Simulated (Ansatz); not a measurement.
PtSe2, space group P-3m1 (No. 164), a = 3.729 Å, b = 3.729 Å, c = 5.277 Å, α = 90.00°, β = 90.00°, γ = 120.00°

```csv
site,Wyckoff,x,y,z
Pt,1a,0.0000,0.0000,0.0000
Se,2d,0.3333,0.6667,0.2462
```

Origin: a calculation's input that goes back to an entry of the Crystallography Open Database (an earlier step may have relaxed or displaced it).

**Describe the coordination of Pt.**

PtSe6: a slightly distorted octahedron (coordination number 6, S = 0.52; next best trigonal prism, S = 16.5). Bonds: 6 × Pt–Se 2.51 Å. The next neighbour, not counted, lies at 3.73 Å.

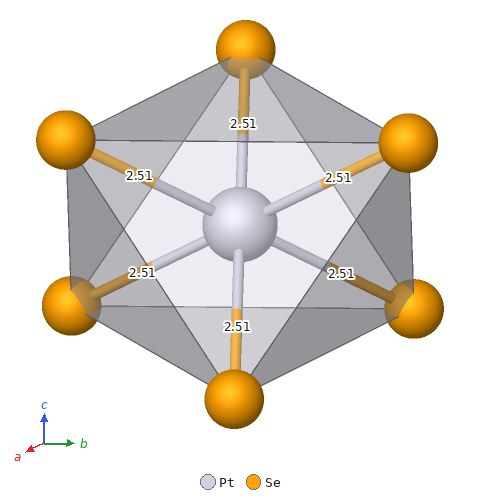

The polyhedron about Pt. The shape measure S (0 to 100) is the computed least-squares distance from an ideal polyhedron; S = 0 means ideal.
